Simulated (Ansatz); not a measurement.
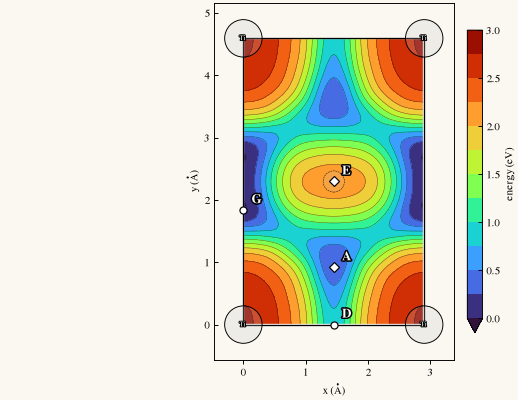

O on a Ti(100) slab cut from the P6_3/mmc phase, its upper half relaxed before the scan (6 atoms of substrate and one adsorbate in a 1 × 1 cell). O is moved over the surface cell; relaxed at each place: the height of the adsorbate's atoms; substrate rigid; the origin of the map has the adsorbate above Ti6. Places are given modulo a cell vector. The map is drawn in real space over the plane of the surface. Grid: 6 × 10 points; 24 points were computed and 36 follow by symmetry. All energies are given in eV relative to the lowest grid point. With one adsorbate in each 1 × 1 cell, its nearest image is 2.9 Å away, so neighbouring adsorbates interact. The runs have no spin polarisation; a magnetic state may lie lower. Computed with DFT PBEsol, scalar-relativistic, plane waves, PAW in Ansatz. Settings: cutoff 420 eV, k-mesh 9×6×1, gaussian smearing 0.1 eV, no spin polarisation.

The picture shows filled contours, labelled circles for the atoms of the top layer and small ones for the second layer, the outline of one cell of the plane, lettered points. Between grid points the surface is interpolated.

Q: Is E the lowest point of the computed grid?

A: No. E lies 2.17 eV above the lowest grid point, which is at (0/6, 4/10) of the cell vectors [nearest 1 Ti at 1.89 Å]. It is a local maximum.

Q: What kind of point is each of A, D, E, G: minimum, saddle, maximum or slope?

A: A: minimum; D: saddle point; E: maximum; G: minimum. (In these two coordinates alone; a stationary point may lie a little off the grid point.)

Q: Rank the lettered points by energy, lowest first.

A: G (0.00 eV), A (0.29 eV), D (0.80 eV), E (2.17 eV).

PAW datasets: the set soft_1.
